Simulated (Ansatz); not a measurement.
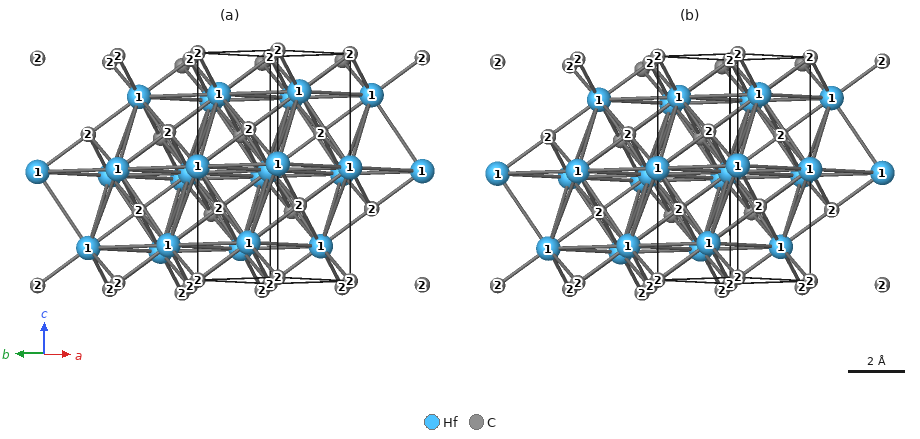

The structure of solid HfC (set up in R-3m) before (left) and after (right) a relaxation, at one scale.

The picture is a ball-and-stick view of the conventional cell (3 times the calculation's cell), repeated 2 × 3 × 1 with one cell outlined, seen from a free direction. Lengths and directions refer to the drawn axes.

Case: film's bulk on the substrate's plane, third vector and atoms relaxed.

Computed with DFT PBEsol, scalar-relativistic, plane waves, PAW in Ansatz 0.2.0. Set-up: plane-wave cutoff 420 eV; k-point mesh 12 × 12 × 13; occupations gaussian; smearing width 0.1 eV; no spin polarisation; cell relaxed at fixed a, b, gamma; force threshold 0.01 eV/Å; at most 50 steps.

### What changed between the two?

No atom moves by more than 0.005 Å relative to the cell. The volume changes by −1.6 %, with a = b unchanged at 3.183 Å, c 8.207 → 8.080 Å (−1.6 %). Near-neighbour distances that change, for instance: Hf1–Hf1 3.296 → 3.260 Å, Hf1–C2 2.291 → 2.278 Å. The space group stays R-3m (No. 166). After 2 accepted moves (4 points after the start) the energy has fallen by 4.9 meV per atom. All forces vanish by symmetry, so only the cell relaxes. Pressure: 4.78 GPa at the start and 9.11 GPa at the end. The line search rejected the trial step at point 1 of the run. The SCF was repeated once at an unchanged geometry on a basis and grid sized afresh for the cell, which shifted the energy by 0.3 meV per atom at most.
